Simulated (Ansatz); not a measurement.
# A series of single points on TaN

System: TaN (I4/mmm, 2 atoms in the cell).
Method: DFT r2SCAN, scalar-relativistic, plane waves, PAW, no spin polarisation (Ansatz 0.2.0).

The 5 runs differ only in the geometry, by a strain of the cell at fixed fractional positions. Against run 3, the strain is εxx = η and εyy = η. The structure derives from an entry of the Crystallography Open Database.

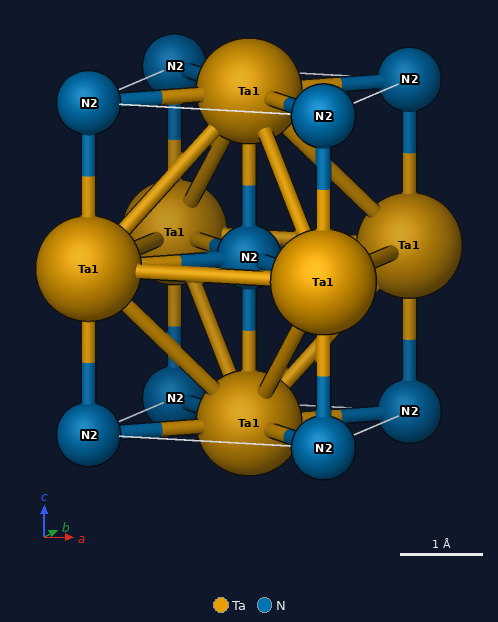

Figure 1. The structure of run 3 (ball-and-stick view of the cell 2 times as large as that of the calculation, set on its symmetry axes, seen slightly off an axis; atoms are numbered from 1 in the order of the input). An atom can appear more than once, as a periodic image.

## Input of run 3
```yaml
crystal:
  lattice:
    - [0.0, 2.179, 2.07005]
    - [2.179, 0.0, 2.07005]
    - [2.179, 2.179, 0.0]
  atoms:
    - { symbol: Ta, position: [0.5, 0.5, 0.5] }
    - { symbol: "N", position: [0.0, 0.0, 0.0] }
basis:
  ecutwfc: 500
kpoints:
  mp_grid: { grid: [18, 18, 18] }
hamiltonian:
  xc: r2scan
scf:
  occupations: { method: gaussian, width: 0.15 }
output:
  forces: true
  stress: true
  eigenvalues: true
```

Command:
```bash
ansatz run input.yaml --threads 1 --pin off --max-ram 2560MiB --backend cpu --events-out ev --progress --plain --runs-dir out
```

Run 2 differs from it as follows:
```diff
-    - [0.0, 2.179, 2.07005]
-    - [2.179, 0.0, 2.07005]
-    - [2.179, 2.179, 0.0]
+    - [0.0, 2.124525, 2.07005]
+    - [2.124525, 0.0, 2.07005]
+    - [2.124525, 2.124525, 0.0]
```

## Results, with one run withheld

| run | strain parameter η (%) | free energy per atom, from the lowest run given (meV) | pressure (GPa) |
| --- | --- | --- | --- |
| 1 | −5.0000 | 333.10 | 93.67 |
| 2 | −2.5000 | ? | ? |
| 3 | 0.0000 | 21.02 | 35.02 |
| 4 | 2.5000 | 0.00 | 15.96 |
| 5 | 5.0000 | 37.06 | 1.87 |

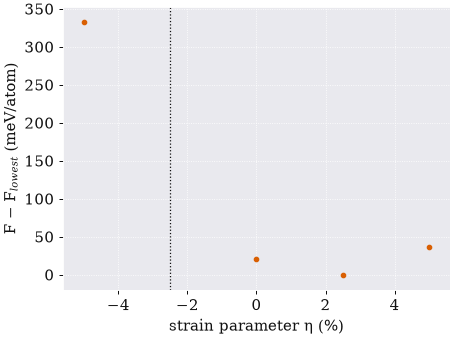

Figure 2. Free energy per atom of the runs given; the dotted line marks run 2.

What should run 2 give?

A quadratic polynomial in the coordinate, fitted to the 4 runs given, misses them by at most 6.97 meV per atom. With x = η − 0.6250, it reads F = 10.456 − 21.27 x + 6.3882 x² (meV per atom). At run 2 it gives 139.31 meV per atom, and the run itself gives 123.34. The fit has its minimum at η = 2.2898 %. The miss comes from the order of the polynomial or from scatter in that run; these data can't tell which.

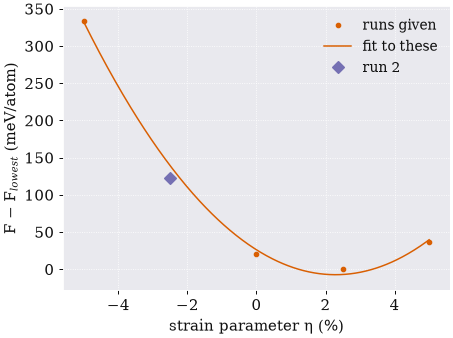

Figure 3. The fit and the withheld run.

## Output, shortened to warnings, some set-up lines, iterations and results (run 2)
```
Basis set: ecut = 500 eV, 499 PW (Γ), exchange–correlation on 96×96×96 points (64 copies of the dense FFT grid, shifted against one another)
Symmetry: 16 space group operations
k-points: 480 of 5832
Initial density: superposition of atomic densities (neutral atoms: chi_scale 0, normalization atom), corrected by the library's trained network
[...]
SCF iter   1: F=—  HF=-10330.509576 eV  |F-HF|=—  |Δ(HF+E_count)|=         —  Δρ=7.67e-3  dr2=4.13e-3  dr2_τ=2.05e-1  ethr=1.77e-3  ⟨swp⟩=5.6  Hψ=78520  notcnv=0  defer=135
SCF iter   2: F=—  HF=-10330.606658 eV  |F-HF|=—  |Δ(HF+E_count)|=   9.71e-2  Δρ=6.61e-3  dr2=5.32e-3  dr2_τ=3.92e-4  ethr=2.29e-5  ⟨swp⟩=2.0  Hψ=18907  notcnv=0  defer=1245
SCF iter   3: F=—  HF=-10330.606951 eV  |F-HF|=—  |Δ(HF+E_count)|=   2.93e-4  Δρ=3.57e-3  dr2=8.34e-4  dr2_τ=1.93e-4  ethr=2.29e-5  ⟨swp⟩=2.1  Hψ=9036  notcnv=0  defer=1245
SCF iter   4: F=—  HF=-10330.607496 eV  |F-HF|=—  |Δ(HF+E_count)|=   5.45e-4  Δρ=1.98e-3  dr2=7.46e-4  dr2_τ=5.27e-5  ethr=4.64e-6  ⟨swp⟩=3.0  Hψ=11346  notcnv=0  defer=1245
SCF iter   5: F=—  HF=-10330.607333 eV  |F-HF|=—  |Δ(HF+E_count)|=   1.63e-4  Δρ=2.76e-4  dr2=1.14e-5  dr2_τ=9.51e-7  ethr=4.14e-6  ⟨swp⟩=2.2  Hψ=8820  notcnv=0  defer=1245
SCF iter   6: F=—  HF=-10330.607332 eV  |F-HF|=—  |Δ(HF+E_count)|=   1.34e-6  Δρ=5.01e-5  dr2=4.86e-7  dr2_τ=3.95e-8  ethr=6.33e-8  ⟨swp⟩=2.2  Hψ=9399  notcnv=0  defer=1245
SCF iter   7: F=-10330.607332 eV  HF=-10330.607332 eV  |F-HF|=2.20e-8  |Δ(HF+E_count)|=   1.33e-8  Δρ=1.39e-5  dr2=4.06e-8  dr2_τ=1.55e-9  ethr=5.56e-10  ⟨swp⟩=9.6  Hψ=38494  …
SCF 1 converged in 7 iterations: F = -10330.607332 eV  dr2 = 4.06e-8
SCF converged after 7 iterations
Free energy (F): -10330.607332 eV
Harris-Foulkes:  -10330.607332 eV  (|F-HF|=2.20e-8)
Internal energy: -10330.599850 eV  (E = F + TS)
E sigma→0 (E₀):  -10330.603591 eV
Entropy (-TS):   -0.007482 eV (-3.741 meV/atom)
Fermi energy:    24.963267 eV
--- Per-component energies (eV) ---
  E_band       = -8.302203
  E_kinetic    = 514.164466
  E_local      = -497.135740  (includes V_loc(G=0)·N_el)
  E_nonlocal   = 62.116278
  E_hartree    = 176.246192
  E_xc         = -268.958501
  E_vxc        = -313.214702  (∫ρ·V_xc dr)
  E_paw        = -8554.144341  (= ΣΔE_a)
  E_vpaw       = -142.898822  (= ΣTr[D̂ρ^β])
  E_aug_tail   = 0.000119  (compensation charges beyond the density's cutoff)
  E_vtau       = 16.174997  (kinetic-family band-sum trace: ∫τ·v_τ [+ j·A + Jᵃ·Aᵃ] dr)
  E_ewald      = -1762.102480
  E_core_change = -0.785845  (= ΣΔE_core)
  E_smearing   = -0.007482  (= −TS)
  E_closure    = -0.000000  (closes the sum)
  Σ components = -10330.607332   (vs F -10330.607332, Δ=0.00e0)
--- Forces (eV/Å), atoms counted from 1 ---
  atom   1  Ta     0.00000000     0.00000000     0.00000000
  atom   2  N     -0.00000000     0.00000000     0.00000000
  max |Σ_I F_I| component: 2.37e-29 eV/Å
--- Stress (GPa, compression-positive) ---
       50.692594       0.000000       0.000000
        0.000000      50.692594       0.000000
        0.000000       0.000000      79.713232
  P = ⅓ Tr σ = 60.3661 GPa (603.661 kbar)
```

Notes: Spin–orbit coupling is left out, which matters for Ta.
